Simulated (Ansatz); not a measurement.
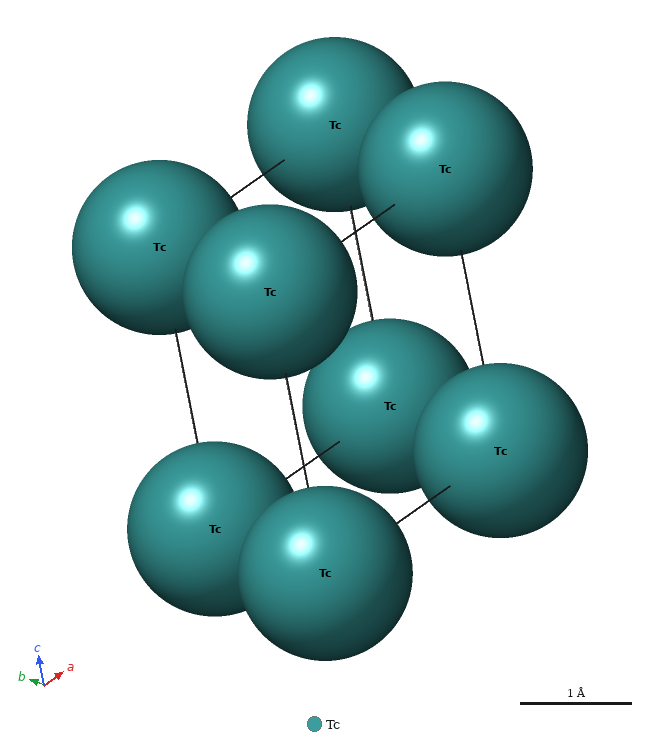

Structure drawing (spheres-only), viewed slightly off an axis. The simulation cell is outlined; an atom on or near a face, edge or corner is repeated at each equivalent position.

This input was run:
```yaml
crystal:
  lattice:
    - [0.0, 1.9363261565, 1.9363261565]
    - [1.9363261565, 0.0, 1.9363261565]
    - [1.9363261565, 1.9363261565, 0.0]
  atoms:
    - { symbol: Tc, position: [0.0, 0.0, 0.0] }
basis:
  ecutwfc: 600
  ecutrho_ratio: 5
kpoints:
  mp_grid: { grid: [18, 18, 18] }
hamiltonian:
  xc: r2scan
scf:
  occupations: { method: gaussian, width: 0.05 }
output:
  forces: true
  stress: true
  eigenvalues: true
```

Computational set-up: DFT r2SCAN, scalar-relativistic, plane waves, PAW (Ansatz 0.2.0), E_cut = 600 eV, k-point mesh 18×18×18, Gaussian smearing of 0.05 eV, no spin polarisation.

> Classify it as metallic or gapped, with the value.

A metal: bands cross the Fermi level.

> Would the cell expand or shrink if it could?

The computed pressure is -5.1 GPa (stretched: it would shrink).

It goes back to a structure type filled with this element by a generator (whether the element takes this form wasn't checked). Earlier steps of the study may have refined or changed the cell and positions. It was the input of a calculation with Ansatz.

At this level of theory the cell isn't at rest (stretched, at -5 GPa), so its distances can differ from those at equilibrium, the more so the softer the solid.
